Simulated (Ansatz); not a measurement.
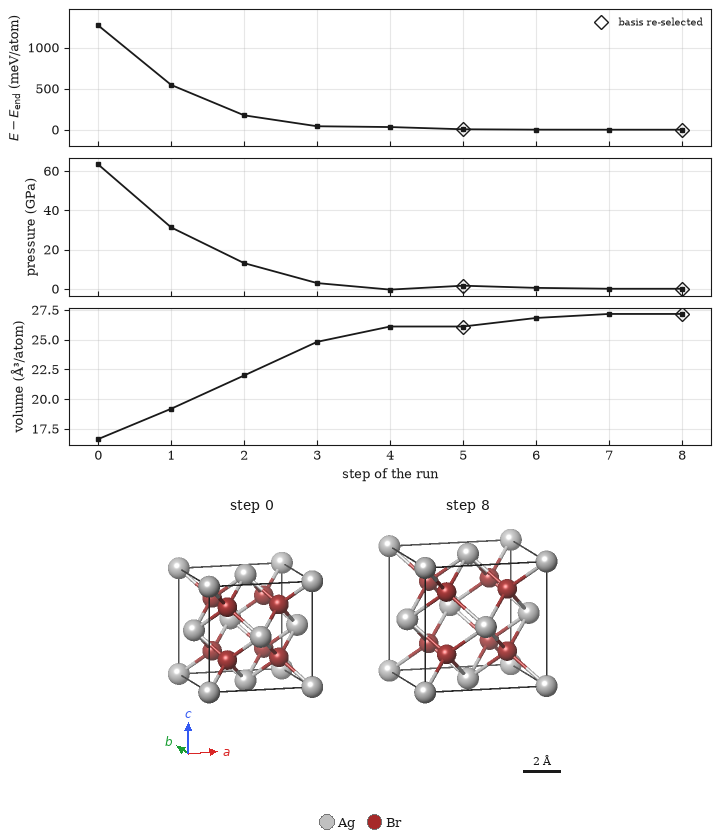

First and last geometry of a relaxation of a crystal of AgBr$_{2}$ (a generated structure, set up in Fm-3m) (coarse preliminary run), with the history of the run. A ball-and-stick model of the conventional cell (4 times the calculation's cell), seen slightly off an axis. Lengths and directions refer to the drawn axes.

These are results of Ansatz, DFT PBE, scalar-relativistic, plane waves, PAW, not measurements. Set-up: plane-wave cutoff 420 eV; k-point mesh 6 × 6 × 6; occupations gaussian; smearing width 0.1 eV; no spin polarisation; cell and atoms relaxed; force threshold 0.04 eV/Å; at most 70 steps.

Read the history and describe the run.

Answer. It converged. No atom moves by more than 0.005 Å relative to the cell. The drawn cell changes as follows: a = b = c 5.844 → 6.882 Å (+17.8 %); the volume changes by +63.3 %. Some distances before and after: Br–Br 2.922 → 3.441 Å, Ag–Br 2.531 → 2.980 Å. The space group stays Fm-3m (No. 225). Over 6 accepted moves (8 points after the start) the energy falls by 1269 meV per atom. All forces vanish by symmetry, so only the cell relaxes. The pressure goes from 63.30 to 0.04 GPa. At 2 points the geometry stayed and the basis and grid were re-selected for the new cell (energy shift of 27.2 meV per atom at most each time).

```tsv
step	E − E(0), meV/atom	pressure, GPa	volume, Å³/atom	note
0	0.00	63.30	16.632	
1	-724.45	31.26	19.185	
2	-1094.17	13.08	21.987	
3	-1227.10	2.93	24.816	
4	-1236.67	-0.39	26.105	
5	-1263.84	1.60	26.105	same geometry, new basis
6	-1268.37	0.50	26.825	
7	-1268.89	0.04	27.163	
8	-1269.04	0.04	27.163	same geometry, new basis
```

Limits of the set-up: an odd number of electrons was run without spin polarisation, which fails if the electron would localise.
